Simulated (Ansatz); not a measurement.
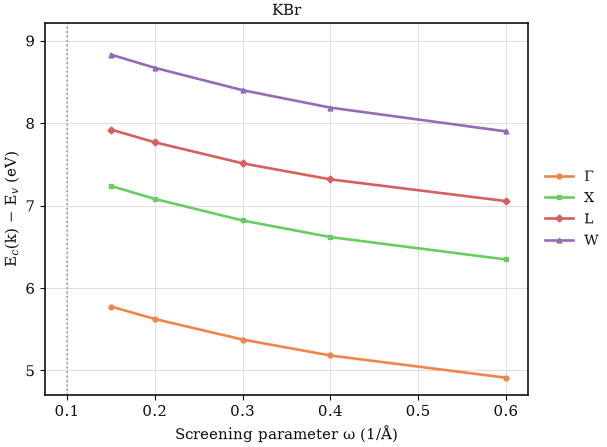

Lowest conduction level at each named k point, counted from the valence-band top at Γ. One run is left out (dotted line).

System: rocksalt KBr, space group Fm-3m (No. 225), 2 atoms in the primitive cell; cubic a = 6.600 Å. The screening parameter of a hybrid of HSE form with 25 % short-range exact exchange is varied; a larger ω cuts the exact exchange off at shorter range. Method: Ansatz PAW, no spin polarisation, no spin-orbit coupling, 4×4×4 k mesh, 420 eV cutoff (Ansatz 0.2.0).

```csv
screening,Γ (eV),X (eV),L (eV),W (eV)
ω = 0.15 Å⁻¹,5.78,7.24,7.92,8.83
ω = 0.2 Å⁻¹,5.62,7.08,7.77,8.67
ω = 0.3 Å⁻¹,5.37,6.82,7.51,8.40
ω = 0.4 Å⁻¹,5.18,6.62,7.32,8.19
ω = 0.6 Å⁻¹,4.91,6.35,7.05,7.90
```

**What does the missing run, at ω = 0.1 Å⁻¹, give?**

Fits through the other points give 5.93 eV at Γ, 7.40 eV at X, 8.08 eV at L and 9.00 eV at W (parabolas). The run itself gives 5.95, 7.41, 8.09 and 9.01 eV, within 0.02 eV of the estimates.

**Which of these conduction levels is lowest, and does that change?**

The lowest is the one at Γ, over the whole range, so among these points the gap stays direct.

Spin-orbit coupling is left out, which matters for Br. The k mesh is thin for exact exchange. The PAW data sets were made with another functional.
